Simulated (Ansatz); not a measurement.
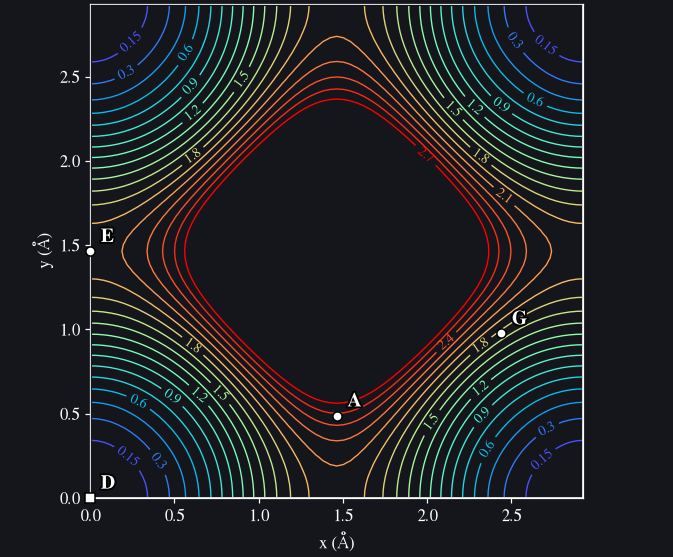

Ta (Fm-3m, No. 225; 6 atoms in the cell). Gamma surface: rigid slide across a plane, one fault a cell; the plane is (0 0 1) of the conventional cell. Places are given modulo a cell vector. The map is drawn in real space over the plane of the slide. Nothing is relaxed (rigid halves, spacing across the cut fixed). The scan uses a 6 × 6 grid; 10 points were computed and 26 follow by symmetry. Energies are in J/m², from the lowest grid point. The calculation used Ansatz, DFT LDA, scalar-relativistic, plane waves, PAW. Settings: cutoff 420 eV, k-mesh 15×15×4 in the order of the run's cell vectors, gaussian smearing 0.15 eV, no spin polarisation.

Drawn: contour lines labelled in J/m² (none above 2.7), the outline of one cell of the plane, lettered points. Between grid points the surface is interpolated.

What kind of point is each of D, E, G: minimum, saddle, maximum or slope?

Answer. D: minimum; E: saddle point; G: on a slope. (In these two coordinates alone; a stationary point may lie a little off the grid point.)

Rank the lettered points by energy, lowest first.

Answer. D (0.00 J/m²), G (1.75 J/m²), E (2.04 J/m²), A (2.52 J/m²).

PAW datasets: the set soft_1.
